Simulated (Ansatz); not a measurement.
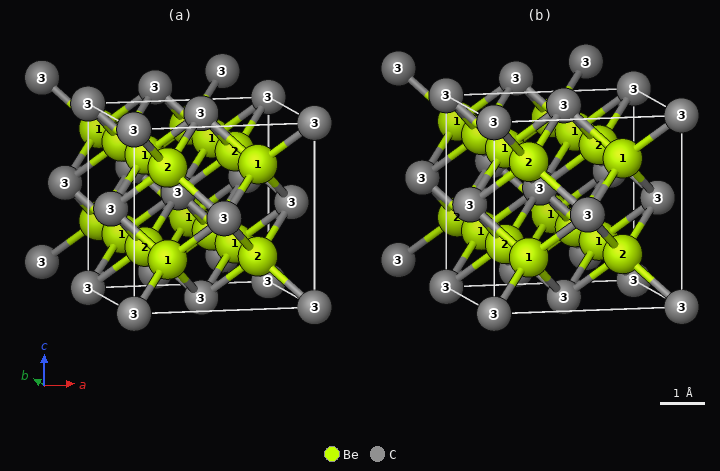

Left: a symmetric starting cell of Be$_{2}$C. Right: the same structure after one change, at the same scale. The picture is a ball-and-stick view of the conventional cell (4 times the calculation's cell), repeated 1 × 2 × 1 with one cell outlined, seen slightly off an axis. Lengths and directions refer to the drawn axes.

Method: Ansatz, DFT PBE, scalar-relativistic, plane waves, PAW. (plane-wave cutoff 420 eV; k-point mesh 12 × 12 × 12; occupations gaussian; smearing width 0.02 eV; no spin polarisation)

> Which change leads from the left to the right?

All lengths are scaled by +3.9 % (volume +12.2 %), the atoms keeping their fractional coordinates. No relaxation follows. The starting cell wasn't computed here and needn't be at equilibrium, so pressure and forces aren't due to the change alone.

> How do the computed properties respond?

The pressure is −19.1 GPa (not all of it need come from the change, since the unchanged cell can be under pressure at this level too). All forces vanish by symmetry. Near-neighbour distances before and after: Be–C 1.875 → 1.948 Å. The space group stays Fm-3m (No. 225).
